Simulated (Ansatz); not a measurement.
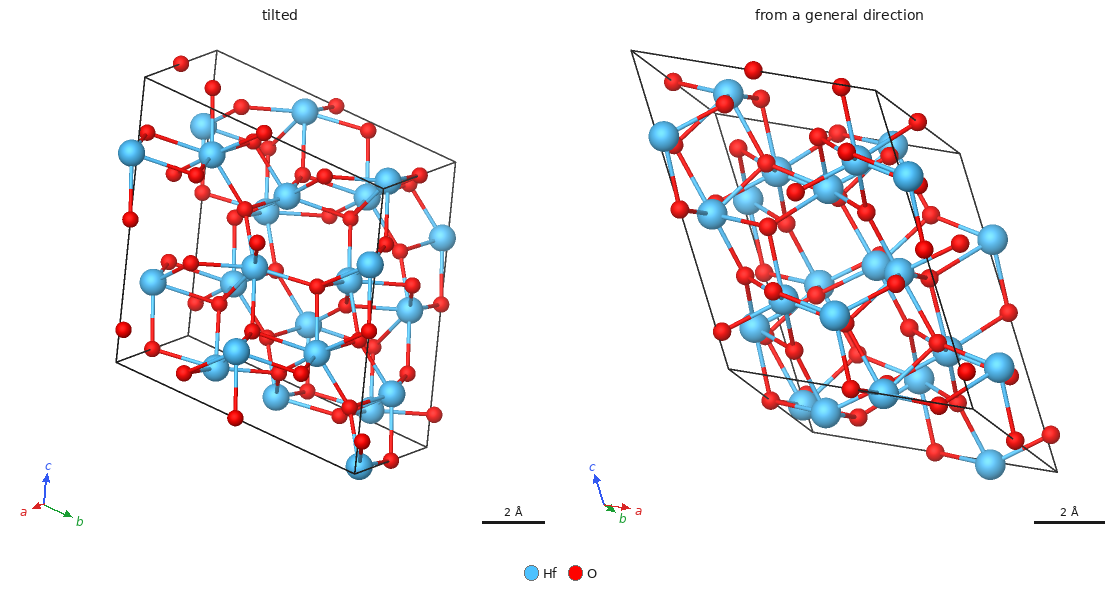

We look at a ball-and-stick model of the crystal slightly off an axis and from a general direction. Atoms at the boundary of the supercell (the box) are drawn once for each face, edge or corner they touch. The host is HfO2, in a cell of 48 sites, and the cell is neutral.

Which point defect does the cell hold?

An oxygen vacancy. Around the empty site lie four Hf and one O at about 2.1 to 2.5 Å.

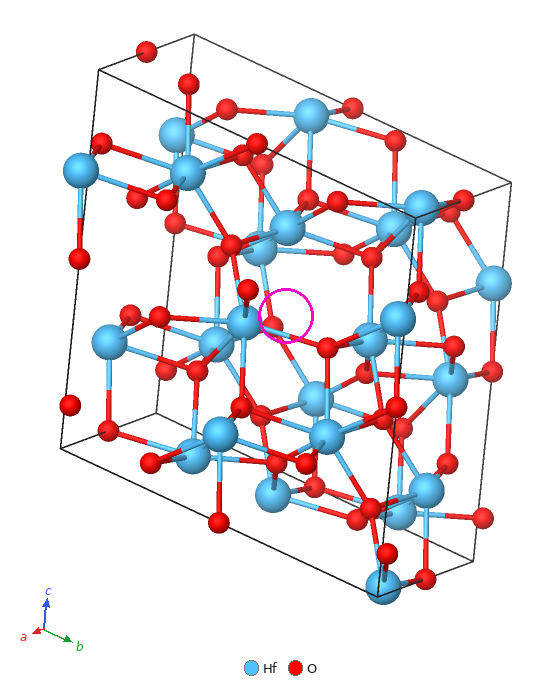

The same cell with a ring at the defect's site.

The atoms were relaxed in the host's cell with DFT PBE, scalar-relativistic, plane waves, PAW in Ansatz.
